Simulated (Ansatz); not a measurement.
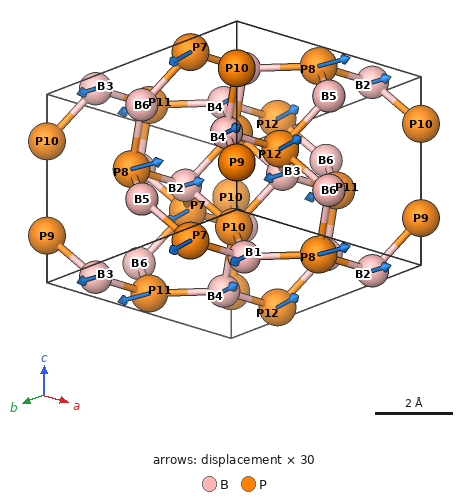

A relaxation of a crystal of BP (a generated structure, set up in Ibam) (coarse preliminary run). The starting structure is drawn; blue arrows show the displacements (the part carried along by the change of the cell is left out), 30 times their true length.

The picture is a ball-and-stick view of the conventional cell (2 times the calculation's cell), seen from a free direction. Lengths and directions refer to the drawn axes.

Theory: Ansatz 0.2.0, DFT PBE, scalar-relativistic, plane waves, PAW. Settings: plane-wave cutoff 420 eV; k-point mesh 4 × 4 × 4; occupations gaussian; smearing width 0.1 eV; no spin polarisation; cell and atoms relaxed; force threshold 0.04 eV/Å; at most 70 steps.

Q: What happened in the run?

A: The largest moves relative to the cell, 0.036 Å, are those of P7, P8, P11 and P12. P8 goes roughly along [1 −3 0]. Largest moves by element: P 0.036 Å, B 0.023 Å. Cell: a 6.472 → 6.819 Å (+5.4 %), b 7.532 → 7.493 Å (−0.5 %), c 5.275 → 5.803 Å (+10.0 %). Volume +15.3 %. Some distances before and after: B1–P7 1.890 → 1.988 Å, B1–P10 1.886 → 1.975 Å, B1–P8 1.964 → 2.053 Å, B5–P11 1.886 → 1.971 Å. Among the angles between lasting bonds that change: P7–B5–P11 103.5° → 110.3°, B1–P10–B3 103.5° → 109.5°, P7–B5–P12 91.3° → 85.2°. The space group stays Ibam (No. 72). After 5 accepted moves (8 points after the start) the energy has fallen by 188 meV per atom. Largest force component: 0.37 eV/Å at the start, 0.0072 eV/Å at the end. Pressure: 27.90 GPa at the start and 0.01 GPa at the end. The line search rejected the trial step at point 4 of the run. At 2 points the geometry stayed and the basis and grid were re-selected for the new cell (energy shift of 3.4 meV per atom at most each time).
